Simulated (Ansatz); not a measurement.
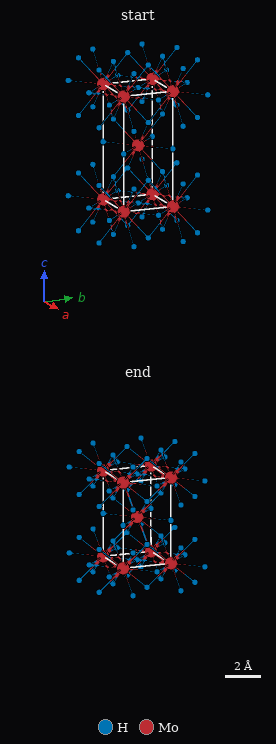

The structure of solid MoH₃ (built on the TiAl3 (D0_22)_139 type) (coarse preliminary run) before (top) and after (bottom) a relaxation, at one scale.

A ball-and-stick model of the conventional cell (2 times the calculation's cell), seen slightly off an axis. Lengths and directions refer to the drawn axes.

Case: TiAl3 (D0_22) type (I4/mmm, No. 139).

Theory: Ansatz, DFT PBE, scalar-relativistic, plane waves, PAW.

The input:
```yaml
crystal:
  lattice:
    - [-1.5469155639, 1.5469155639, 3.4554477532]
    - [1.5469155639, -1.5469155639, 3.4554477532]
    - [1.5469155639, 1.5469155639, -3.4554477532]
  atoms:
    - { symbol: H, position: [0.5, 0.5, 0.0] }
    - { symbol: H, position: [0.25, 0.75, 0.5] }
    - { symbol: H, position: [0.75, 0.25, 0.5] }
    - { symbol: Mo, position: [0.0, 0.0, 0.0] }
basis:
  ecutwfc: 420
kpoints:
  mp_grid: { grid: [8, 8, 8] }
hamiltonian:
  xc: pbe
scf:
  occupations: { method: gaussian, width: 0.1 }
  lower_state_search: "off"
output:
  forces: true
  stress: true
  eigenvalues: true
relax:
  adjacent_minimum: "off"
  f_tol: 0.04
  max_steps: 70
  cell: { stress_tol: 0.4 }
```

Launched with:
```bash
ansatz run input.yaml --threads 1 --pin off --max-ram 2560MiB --backend cpu --events-out ev --progress --plain --runs-dir out
```

Q: Describe what moved and what it gained.

A: The energy falls by 1.320 eV per cell of the calculation in 6 accepted moves (7 points after the start). All forces vanish by symmetry, so only the cell relaxes. Pressure: −30.38 GPa at the start and −0.24 GPa at the end. The SCF was repeated once at an unchanged geometry on a basis and grid sized afresh for the cell, which shifted the energy by 6.1 meV per cell of the calculation at most. The atoms keep their places relative to the cell (all moves are under 0.005 Å). The volume changes by −29.6 %, with a = b 3.094 → 3.008 Å (−2.8 %), c 6.911 → 5.144 Å (−25.6 %). Some distances before and after: H2–Mo4 2.319 → 1.979 Å, Mo4–Mo4 3.094 → 3.008 Å, H1–Mo4 2.188 → 2.127 Å. Among the angles between lasting bonds that change: Mo4–H2–Mo4 83.7° → 98.9°, Mo4–H2–Mo4 123.7° → 115.0°. The space group stays I4/mmm (No. 139).
